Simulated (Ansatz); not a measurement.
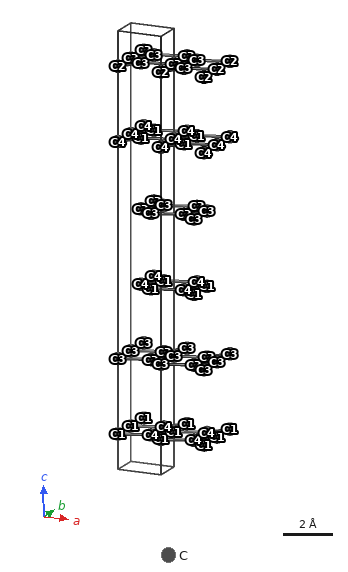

Starting structure of solid C (set up in R-3m). A ball-and-stick model of the conventional cell (3 times the calculation's cell), repeated 2 × 2 × 1 with one cell outlined, seen slightly off an axis. Lengths and directions refer to the drawn axes.

Case: relaxed at 18 GPa.

Computed with Ansatz 0.2.0, DFT LDA, scalar-relativistic, plane waves, PAW.

Input
```yaml
crystal:
  lattice:
    - [1.2159625949, 0.7020363315, 6.1200830941]
    - [-1.2159625949, 0.7020363315, 6.1200830941]
    - [0.0, -1.404072663, 6.1200830941]
  atoms:
    - { symbol: C, position: [0.0806735913, 0.0806735913, 0.0806735913] }
    - { symbol: C, position: [0.9193264087, 0.9193264087, 0.9193264087] }
    - { symbol: C, position: [0.2525570296, 0.2525570296, 0.2525570296] }
    - { symbol: C, position: [0.7474429704, 0.7474429704, 0.7474429704] }
basis:
  ecutwfc: 420
kpoints:
  mp_grid: { grid: [18, 18, 18] }
hamiltonian:
  xc: lda
scf:
  occupations: { method: fixed }
output:
  forces: true
  stress: true
  eigenvalues: true
relax:
  adjacent_minimum: "off"
  f_tol: 0.001
  max_steps: 60
  cell: { stress_tol: 0.02, p_target: 18.0 }
```

Command:
```bash
ansatz run input.yaml --threads 1 --pin off --max-ram 3072MiB --backend cpu --events-out ev --progress --plain --runs-dir out
```

Where does the relaxation end?

Answer. The atoms keep their places relative to the cell (all moves are under 0.005 Å). The volume changes by −8.4 %, with a = b 2.432 → 2.415 Å (−0.7 %), c 18.360 → 17.042 Å (−7.2 %). Among the contacts that change: C1–C4 1.404 → 1.394 Å. The space group stays R-3m (No. 166). The energy rises by 49.6 meV per atom in 7 accepted moves (11 points after the start). With the target pressure of 18 GPa, the enthalpy E + pV changes by −24.8 meV per atom. The largest force component goes from 0.0039 to under 0.0001 eV/Å. Pressure: 6.99 GPa at the start and 18.00 GPa at the end. The line search rejected the trial step at point 3 of the run. At 3 points the geometry stayed and the basis and grid were re-selected for the new cell (energy shift of 2.2 meV per atom at most each time).

History of the run:

```csv
step,"E − E(0), meV/atom","largest force component, eV/Å","pressure, GPa","volume, Å³/atom",note
0,0.00,0.0039,6.99,7.837,
1,27.39,0.0272,14.53,7.381,
2,49.72,0.0438,18.78,7.154,
3,48.43,0.0672,18.43,7.169,rejected
4,47.40,0.0205,18.36,7.175,
5,44.80,0.0012,18.01,7.198,
6,44.75,0.0003,18.00,7.199,
7,46.94,0.0003,17.57,7.199,"same geometry, new basis"
8,49.36,0.0005,18.00,7.176,
9,49.50,0.0003,17.98,7.176,"same geometry, new basis"
10,49.63,0.0000,18.00,7.174,
11,49.63,0.0000,18.00,7.174,"same geometry, new basis"
```

The end point in the same view:

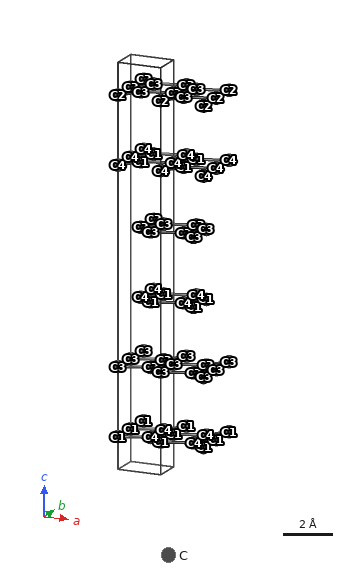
